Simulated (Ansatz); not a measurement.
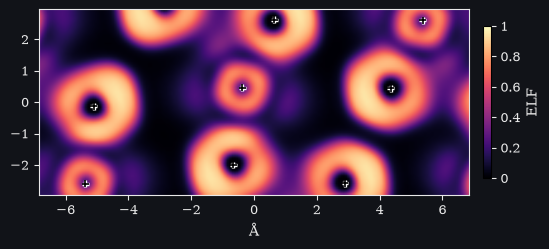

The ELF on a plane through atoms (crosses mark nuclei in the plane).

These are results of Ansatz 0.2.0, DFT, PBEsol, plane waves, PAW, not measurements.

Candidates:
A. Ge, a = 8.00 Å, b = 4.01 Å, c = 6.59 Å, α = 89.99°, β = 90.00°, γ = 120.07°. Space group Cmcm; started from the lonsdaleite (2H) prototype, which need not be the ambient phase; changed on purpose from its base cell (shaken).
B. MoS₂, a = 13.01 Å, b = 3.15 Å, c = 5.67 Å, α = 90.00°, β = 113.37°, γ = 90.00°. Space group C2/m; started from the CdCl2 (3R octahedral) bulk prototype, which need not be the ambient phase; changed on purpose from its base cell (shaken); computed without spin polarisation.
C. HfO₂, a = 3.22 Å, b = 3.22 Å, c = 5.18 Å, α = 90.00°, β = 90.00°, γ = 120.00°. Space group P-3m1; a structure from a database of computed crystals, not necessarily the ambient phase; started from the ZrS2-164 prototype, which need not be the ambient phase.

Which system is this?

Candidate B: MoS₂ on the (010) plane of the conventional cell, which holds Mo and S. Mo–S (2.39 Å): the ELF peaks at about 0.80 in the valence shell of S, 0.8 Å from its nucleus, and is about 0.35 at the midpoint. Mo–S (2.48 Å): the ELF peaks at about 0.90 in the valence shell of S, 0.8 Å from its nucleus, and is about 0.45 at the midpoint.
